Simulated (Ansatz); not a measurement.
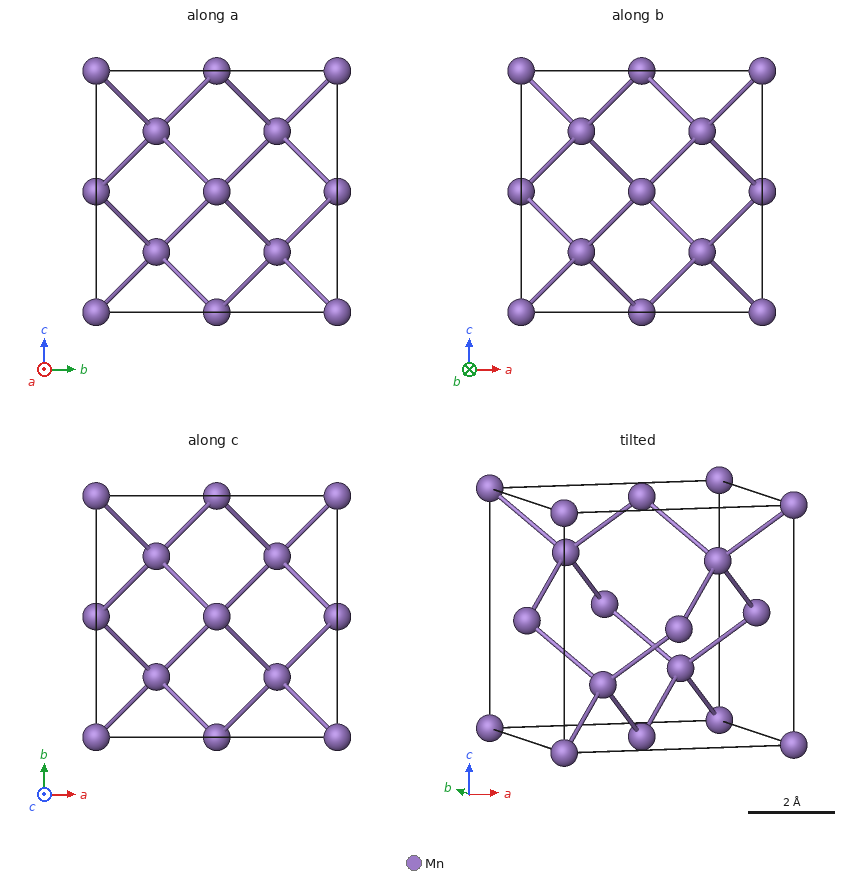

We look at a ball-and-stick model of the crystal along the a axis, along the b axis, along the c axis and slightly off an axis. The wireframe shows the conventional unit cell.

Lattice parameters: a = 5.6784 Å, b = 5.6784 Å, c = 5.6784 Å, α = 90.000°, β = 90.000°, γ = 90.000°.

**Convert the drawing into a CIF with its space group and independent sites.**

```cif
data_structure
_symmetry_space_group_name_H-M 'F d -3 m :1'
_symmetry_Int_Tables_number 227
_cell_length_a 5.6784
_cell_length_b 5.6784
_cell_length_c 5.6784
_cell_angle_alpha 90.000
_cell_angle_beta 90.000
_cell_angle_gamma 90.000
_cell_volume 183.10
loop_
_atom_site_label
_atom_site_type_symbol
_atom_site_symmetry_multiplicity
_atom_site_Wyckoff_symbol
_atom_site_fract_x
_atom_site_fract_y
_atom_site_fract_z
_atom_site_occupancy
Mn1 Mn 8 a 0.2500 0.7500 0.7500 1
```

The model was built from a structure type filled with this element by a generator (whether the element takes this form wasn't checked). Earlier steps of the study may have refined or changed the cell and positions. Ansatz was used for an electronic-structure calculation on it.
